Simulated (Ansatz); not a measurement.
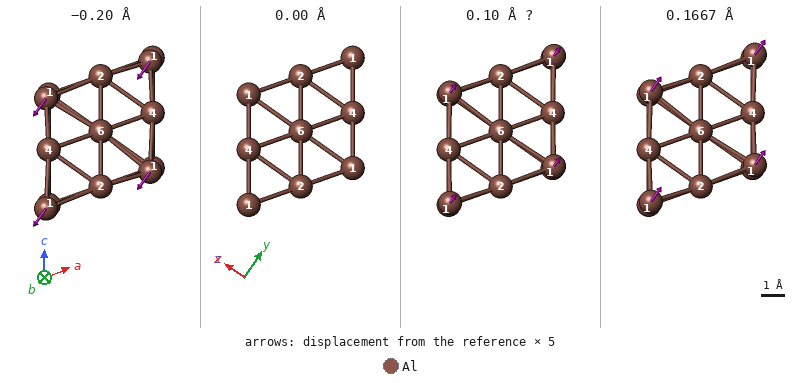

A scan of solid Al (Fm-3m): an Al atom (one in each cell of 8 atoms) is moved along Cartesian [0 1 0], all else fixed. The picture is a ball-and-stick view of the cell of the calculation, seen along the b axis. Purple arrows: displacements from the reference.

These are results of DFT PBE+D3(BJ), scalar-relativistic, plane waves, PAW in Ansatz 0.2.0, not measurements. Settings: plane-wave cutoff 420 eV; k-point mesh 14 × 14 × 14; occupations gaussian; smearing width 0.15 eV; no spin polarisation. Energies (free energies at the smearing named) are counted from the relaxed crystal.

```csv
displacement (Å),ΔE (meV/cell)
−0.2000,107.5
−0.0667,11.8
0.0000,0.0
0.0333,2.9
0.1000,?
0.1333,47.4
0.1667,74.4
```

### Fill in the missing row.

A straight line between the two neighbours gives 32.6 meV/cell. A cubic through the four nearest rows (0.0000, 0.0333, 0.1333, 0.1667) gives, with Lagrange weights, (−0.2002)(0.0) + (0.5000)(2.9) + (0.9993)(47.4) + (−0.2990)(74.4) = 26.6 meV/cell. The calculation gives 26.6 meV/cell, so the cubic is right to the digits shown and the straight line 6.0 meV/cell too high, as the curve bends upwards here.

The whole profile:

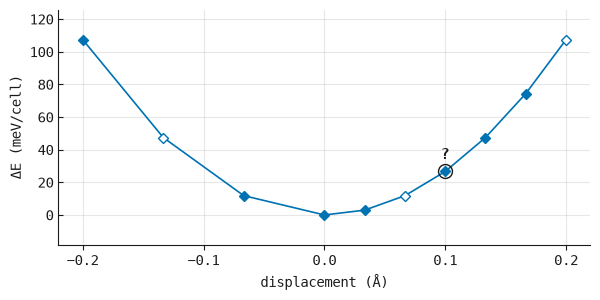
